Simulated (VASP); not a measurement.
La2O3: single-point calculation (part 1 of 2)

System: La2O3 (P-3m1, 5 atoms in the cell).
Method: Kohn-Sham DFT of a periodic cell, PBEsol, spin-orbit coupling, VASP PAW PBE potentials, recommended (VASP 6.6.1).

The structure derives from a Materials Project entry.

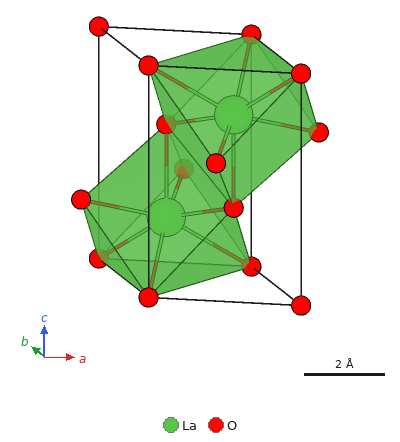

Figure 1. The structure (polyhedral view of the cell of the calculation, seen slightly off an axis; polyhedra are completed across the faces of the cell). An atom can appear more than once, as a periodic image.

**INCAR**
```
PREC = Accurate
ENCUT = 520
EDIFF = 1E-6
ISMEAR = 0
SIGMA = 0.02
LREAL = F
LASPH = T
NELM = 60
ALGO = Normal
ISIF = 2
LWAVE = F
LCHARG = T
MAGMOM = 0 0 0 0 0 0 0 0 0 0 0 0 0 0 0
LORBIT = 11
LSORBIT = T
GGA_COMPAT = F
LMAXMIX = 6
GGA = PS
LVHAR = T
NBANDS = 55
```

**KPOINTS**
```
regular mesh
0
Gamma
  9 9 4
```

**POSCAR**
```
La2O3
1.0
    3.9035800000      0.0000000000      0.0000000000
   -1.9517900000      3.3806000000      0.0000000000
    0.0000000000      0.0000000000      6.0320500000
La O
2 3
Direct
    0.6666700000      0.3333300000      0.7547500000
    0.3333300000      0.6666700000      0.2452500000
    0.6666700000      0.3333300000      0.3539600000
    0.3333300000      0.6666700000      0.6460400000
    0.0000000000      0.0000000000      0.0000000000
```

Command:
```bash
cat potpaw_PBE.64/La/POTCAR potpaw_PBE.64/O/POTCAR > POTCAR
mpirun -np 1 vasp_ncl > vasp.out
```

**OSZICAR**
```
N       E                     dE             d eps       ncg     rms          rms(c)
DAV:   1     0.570940060968E+03    0.57094E+03   -0.14093E+04 10584   0.226E+03
DAV:   2     0.162335827238E+03   -0.40860E+03   -0.37123E+03 13146   0.420E+02
DAV:   3    -0.173947608954E+01   -0.16408E+03   -0.15733E+03 16162   0.268E+02
DAV:   4    -0.453396074173E+02   -0.43600E+02   -0.42249E+02 19309   0.132E+02
DAV:   5    -0.489384190325E+02   -0.35988E+01   -0.35763E+01 20148   0.503E+01    0.139E+01
DAV:   6    -0.442142927310E+02    0.47241E+01   -0.38769E+01 18172   0.395E+01    0.707E+00
DAV:   7    -0.443055549488E+02   -0.91262E-01   -0.47807E+00 20844   0.231E+01    0.351E+00
DAV:   8    -0.442972270315E+02    0.83279E-02   -0.80344E-01 20500   0.894E+00    0.110E+00
DAV:   9    -0.442829062176E+02    0.14321E-01   -0.16998E-01 20820   0.353E+00    0.276E-01
DAV:  10    -0.442858585327E+02   -0.29523E-02   -0.22714E-02 20900   0.138E+00    0.172E-01
DAV:  11    -0.442869811078E+02   -0.11226E-02   -0.49994E-03 20868   0.669E-01    0.966E-02
DAV:  12    -0.442873477532E+02   -0.36665E-03   -0.18360E-03 20868   0.356E-01    0.504E-02
DAV:  13    -0.442874934289E+02   -0.14568E-03   -0.83666E-04 20876   0.224E-01    0.425E-02
DAV:  14    -0.442875251138E+02   -0.31685E-04   -0.38279E-04 20852   0.157E-01    0.201E-02
DAV:  15    -0.442875614021E+02   -0.36288E-04   -0.28757E-04 20716   0.121E-01    0.129E-02
DAV:  16    -0.442875676127E+02   -0.62106E-05   -0.77014E-05 20628   0.702E-02    0.710E-03
DAV:  17    -0.442875714329E+02   -0.38202E-05   -0.43387E-05 20708   0.470E-02    0.435E-03
DAV:  18    -0.442875723306E+02   -0.89769E-06   -0.91530E-06 15580   0.281E-02
   1 F= -.44287572E+02 E0= -.44287572E+02  d E =-.397333E-35  mag=     0.0000     0.0000     0.0000
```

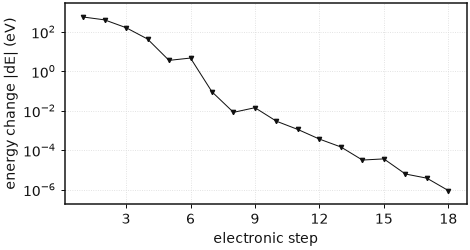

Figure 2. Convergence of the self-consistent field: energy change |dE| against the electronic step. It takes 18 electronic steps.

**Parts of OUTCAR**
```
PREC = Accurate
   ENCUT = 520
   EDIFF = 1E-6
   ISMEAR = 0
   LREAL = F
   LASPH = T
   NELM = 60
   ISIF = 2
   LORBIT = 11
   LSORBIT = T
   GGA = PS

 ion  position               nearest neighbor table
   1  0.667  0.333  0.755-   4 2.35   4 2.35   4 2.35   3 2.42   5 2.70   5 2.70   5 2.70
   2  0.333  0.667  0.245-   3 2.35   3 2.35   3 2.35   4 2.42   5 2.70   5 2.70   5 2.70
   3  0.667  0.333  0.354-   2 2.35   2 2.35   2 2.35   1 2.42
   4  0.333  0.667  0.646-   1 2.35   1 2.35   1 2.35   2 2.42
   5  0.000  0.000  0.000-   1 2.70   2 2.70   1 2.70   2 2.70   1 2.70   2 2.70

  LATTYP: Found a hexagonal cell.
 ALAT       =     3.9035800000
 C/A-ratio  =     1.5452610168

  Lattice vectors:

 A1 = (   3.9035800000,   0.0000000000,   0.0000000000)
 A2 = (  -1.9517900000,   3.3806000000,   0.0000000000)
 A3 = (   0.0000000000,   0.0000000000,   6.0320500000)

Analysis of symmetry for initial positions (statically):
=====================================================================
 Subroutine PRICEL returns:
 Original cell was already a primitive cell.

 Routine SETGRP: Setting up the symmetry group for a
 hexagonal supercell.

 Subroutine GETGRP returns: Found  4 space group operations
 (whereof  4 operations were pure point group operations)
 out of a pool of 24 trial point group operations.

The static configuration has the point symmetry C_2h.

Analysis of symmetry for dynamics (positions and initial velocities):
=====================================================================
 Subroutine PRICEL returns:
 Original cell was already a primitive cell.

 Routine SETGRP: Setting up the symmetry group for a
 hexagonal supercell.

 Subroutine GETGRP returns: Found  4 space group operations
 (whereof  4 operations were pure point group operations)
 out of a pool of 24 trial point group operations.

The dynamic configuration has the point symmetry C_2h.

Analysis of structural, dynamic, and magnetic symmetry:
=====================================================================
 Subroutine PRICEL returns:
 Original cell was already a primitive cell.

 Routine SETGRP: Setting up the symmetry group for a
 hexagonal supercell.

 Subroutine GETGRP returns: Found  4 space group operations
 (whereof  4 operations were pure point group operations)
 out of a pool of 24 trial point group operations.

The overall configuration has the point symmetry C_2h.

 Subroutine INISYM returns: Found  4 space group operations
 (whereof  4 operations are pure point group operations),
 and found     1 'primitive' translations

----------------------------------------------------------------------------------------

                                     Primitive cell

  volume of cell :      79.6016

  direct lattice vectors                    reciprocal lattice vectors
     3.903580000  0.000000000  0.000000000     0.256175101  0.147902739  0.000000000
    -1.951790000  3.380600000  0.000000000     0.000000000  0.295805478  0.000000000
     0.000000000  0.000000000  6.032050000     0.000000000  0.000000000  0.165781119

  length of vectors
     3.903580000  3.903580480  6.032050000     0.295805515  0.295805478  0.165781119

  position of ions in fractional coordinates (direct lattice)
     0.666670000  0.333330000  0.754750000
     0.333330000  0.666670000  0.245250000
     0.666670000  0.333330000  0.353960000
     0.333330000  0.666670000  0.646040000
     0.000000000  0.000000000  0.000000000

  ion indices of the primitive-cell ions
   primitive index   ion index
                 1           1
                 2           2
                 3           3
                 4           4
                 5           5

----------------------------------------------------------------------------------------

 KPOINTS: regular mesh

Automatic generation of k-mesh.
 Grid dimensions read from file:
 generate k-points for:    9    9    4

 Generating k-lattice:

  Cartesian coordinates                     Fractional coordinates (reciprocal lattice)
     0.028463900  0.016433638  0.000000000     0.111111111  0.000000000  0.000000000
     0.000000000  0.032867275  0.000000000     0.000000000  0.111111111  0.000000000
     0.000000000  0.000000000  0.041445280     0.000000000  0.000000000  0.250000000

  Length of vectors
     0.032867279  0.032867275  0.041445280

  Shift w.r.t. Gamma in fractional coordinates (k-lattice)
     0.000000000  0.000000000  0.000000000

 Subroutine IBZKPT returns following result:
 ===========================================

 Found     95 irreducible k-points:

 Following reciprocal coordinates:
            Coordinates               Weight
  0.000000  0.000000  0.000000      1.000000
  0.111111  0.000000  0.000000      4.000000
 -0.111111  0.111111  0.000000      2.000000
  0.222222 -0.000000  0.000000      4.000000
 -0.222222  0.222222  0.000000      2.000000
  0.333333 -0.000000  0.000000      4.000000
 -0.333333  0.333333  0.000000      2.000000
  0.444444 -0.000000  0.000000      4.000000
 -0.444444  0.444444  0.000000      2.000000
  0.111111  0.111111  0.000000      2.000000
 -0.111111  0.222222  0.000000      4.000000
  0.222222  0.111111  0.000000      4.000000
 -0.111111  0.333333  0.000000      4.000000
 -0.333333  0.222222  0.000000      4.000000
  0.333333  0.111111  0.000000      4.000000
 -0.111111  0.444444  0.000000      4.000000
 -0.444444  0.333333  0.000000      4.000000
  0.444444  0.111111  0.000000      4.000000
  0.444444  0.444444  0.000000      2.000000
  0.222222  0.222222  0.000000      2.000000
 -0.222222  0.444444  0.000000      4.000000
  0.333333  0.222222  0.000000      4.000000
 -0.222222 -0.444444  0.000000      4.000000
  0.444444  0.333333  0.000000      4.000000
 [... further k-points ...]
   k-points           NKPTS =     95   k-points in BZ     NKDIM =     95   number of bands    NBANDS=     55
   number of dos      NEDOS =    301   number of ions     NIONS =      5
   total plane-waves  NPLWV =  43200
   dimension x,y,z NGX =    30 NGY =   30 NGZ =   48
   dimension x,y,z NGXF=    60 NGYF=   60 NGZF=   96
   ions per type =               2   3
   NGX,Y,Z   is equivalent  to a cutoff of  12.78, 12.78, 13.23 a.u.
   NGXF,Y,Z  is equivalent  to a cutoff of  25.55, 25.55, 26.46 a.u.
 SYSTEM =  unknown system
   PREC   = accura    normal or accurate (medium, high low for compatibility)
   ISTART =      0    job   : 0-new  1-cont  2-samecut
   ICHARG =      2    charge: 1-file 2-atom 10-const
   ISPIN  =      1    spin polarized calculation?
   LNONCOLLINEAR =      T non collinear calculations
   LSORBIT =      T    spin-orbit coupling
   LASPH  =      T    aspherical Exc in radial PAW
   ENCUT  =  520.0 eV  38.22 Ry    6.18 a.u.   7.26  7.26 11.22*2*pi/ulx,y,z
   NELM   =     60;   NELMIN=  2; NELMDL= -5     # of ELM steps
   EDIFF  = 0.1E-05   stopping-criterion for ELM
   LREAL  =      F    real-space projection
   EDIFFG = 0.1E-04   stopping-criterion for IOM
   NSW    =      0    number of steps for IOM
   IBRION =     -1    ionic relax: 0-MD 1-quasi-New 2-CG
   NFREE  =      0    steps in history (QN), initial steepest desc. (CG)
   ISIF   =      2    stress and relaxation
   ISYM   =      2    0-nonsym 1-usesym 2-fastsym
   POTIM  = 0.5000    time-step for ionic-motion
   TEBEG  =    0.0;   TEEND  =   0.0 temperature during run
   PSTRESS=    0.0 pullay stress
   NELECT =      40.0000    total number of electrons
   NUPDOWN=      -1.0000    fix difference up-down
   EMIN   =  10.00;   EMAX   =-10.00  energy-range for DOS
   EFERMI =   0.00;   METHOD = LEGACY
   ISMEAR =     0;   SIGMA  =   0.02  broadening in eV -4-tet -1-fermi 0-gaus
   EFERMI_NEDOS =   21; number of points for ismear=-14 and -15
   IALGO  =     38    algorithm
   IMIX   =      4    mixing-type and parameters
     AMIX     =   0.40;   BMIX     =  1.00
     AMIX_MAG =   1.60;   BMIX_MAG =  1.00
  volume/ion in A,a.u.               =      15.92       107.44
  Fermi-wavevector in a.u.,A,eV,Ry     =   1.301530  2.459535 23.048006  1.693981
  Thomas-Fermi vector in A             =   2.432658
   LORBIT       =     11    0 simple, 1 ext, 2 COOP (PROOUT), +10 PAW based schemes
   GGA     = PS    functional components
   LHFCALC =     F    Hartree Fock is set to
   AEXX    =    0.0000 exact exchange contribution
   IVDW    =     0    specifies the selected vdW correction
   LEPSILON=     F    determine dielectric tensor
   LRPA    =     F    only Hartree local field effects (RPA)
 Gauss-broadening in eV      SIGMA  =   0.02
  energy-cutoff  :      520.00
  volume of cell :       79.60
 maximum number of plane-waves:      4378
 NGX is ok and might be reduce to    30
   NGX = 15   NGY = 15   NGZ = 23

 number of electron      39.9999995 magnetization       0.0000001      0.0000002     -0.0000000

 number of electron      39.9999995 magnetization       0.0000003      0.0000005      0.0000000

 number of electron      39.9999995 magnetization      -0.0000001     -0.0000002     -0.0000000

 number of electron      39.9999995 magnetization      -0.0000000     -0.0000001      0.0000000

 Free energy of the ion-electron system (eV)
  ---------------------------------------------------
  ext. energy  EPLUGINS =         0.00000000
  ---------------------------------------------------
  free energy    TOTEN  =       -44.28757233 eV

  energy without entropy =      -44.28757233  energy(sigma->0) =      -44.28757233

 E-fermi :   6.2733     XC(G=0): -10.8599     alpha+bet :-17.0935

 val. band max:        6.1024219860   @ k =  -0.4444   0.4444   0.5000
 cond. band min:       9.8789190686   @ k =   0.3333   0.3333   0.0000
 fundamental gap:      3.7764970826
 Fermi energy:         6.2733316980

 k-point     1 :       0.0000    0.0000    0.0000
  band No.  band energies     occupation
      1     -23.5910      1.00000
      2     -23.5910      1.00000
      3     -23.3033      1.00000
      4     -23.3033      1.00000
      5     -11.0053      1.00000
      6     -11.0053      1.00000
      7      -9.5646      1.00000
      8      -9.5646      1.00000
      9      -9.1451      1.00000
     10      -9.1451      1.00000
     11      -8.3830      1.00000
     12      -8.3830      1.00000
     13      -8.1084      1.00000
     14      -8.1084      1.00000
     15      -6.3475      1.00000
     16      -6.3475      1.00000
     17      -6.0478      1.00000
     18      -6.0478      1.00000
     19      -5.9493      1.00000
     20      -5.9493      1.00000
     21      -5.6060      1.00000
     22      -5.6060      1.00000
     23       3.5713      1.00000
     24       3.5714      1.00000
     25       3.5775      1.00000
     26       3.5775      1.00000
     27       3.7456      1.00000
     28       3.7456      1.00000
     29       3.8645      1.00000
     30       3.8645      1.00000
     31       3.9888      1.00000
     32       3.9888      1.00000
     33       4.3313      1.00000
     34       4.3313      1.00000
     35       5.6204      1.00000
     36       5.6204      1.00000
     37       5.6988      1.00000
     38       5.6989      1.00000
     39       5.9466      1.00000
     40       5.9466      1.00000
     41      10.4117      0.00000
     42      10.4117      0.00000
     43      10.6600      0.00000
     44      10.6600      0.00000
     45      10.6760      0.00000
     46      10.6760      0.00000
     47      11.3516      0.00000
     48      11.3516      0.00000
     49      11.6155      0.00000
     50      11.6156      0.00000
     51      11.6290      0.00000
     52      11.6291      0.00000

 k-point     2 :       0.1111    0.0000    0.0000
  band No.  band energies     occupation
      1     -23.5667      1.00000
      2     -23.5667      1.00000
      3     -23.2936      1.00000
      4     -23.2936      1.00000
      5     -10.9988      1.00000
      6     -10.9988      1.00000
      7      -9.8333      1.00000
      8      -9.8333      1.00000
      9      -9.3954      1.00000
     10      -9.3954      1.00000
     11      -8.2418      1.00000
     12      -8.2418      1.00000
     13      -8.0108      1.00000
     14      -8.0108      1.00000
     15      -6.2941      1.00000
     16      -6.2941      1.00000
     17      -6.0510      1.00000
     18      -6.0510      1.00000
     19      -5.9809      1.00000
     20      -5.9809      1.00000
     21      -5.5430      1.00000
     22      -5.5430      1.00000
     23       3.5746      1.00000
     24       3.5746      1.00000
     25       3.7061      1.00000
     26       3.7061      1.00000
     27       3.7456      1.00000
     28       3.7456      1.00000
     29       3.8890      1.00000
     30       3.8890      1.00000
     31       4.0387      1.00000
     32       4.0387      1.00000
     33       4.7046      1.00000
     34       4.7046      1.00000
     35       5.4677      1.00000
     36       5.4677      1.00000
     37       5.6587      1.00000
     38       5.6587      1.00000
     39       5.8978      1.00000
     40       5.8978      1.00000
     41      10.5322      0.00000
     42      10.5322      0.00000
     43      10.6952      0.00000
     44      10.6952      0.00000
     45      10.7765      0.00000
     46      10.7765      0.00000
     47      11.3780      0.00000
     48      11.3780      0.00000
     49      11.5808      0.00000
     50      11.5810      0.00000
     51      11.6307      0.00000
     52      11.6311      0.00000
```
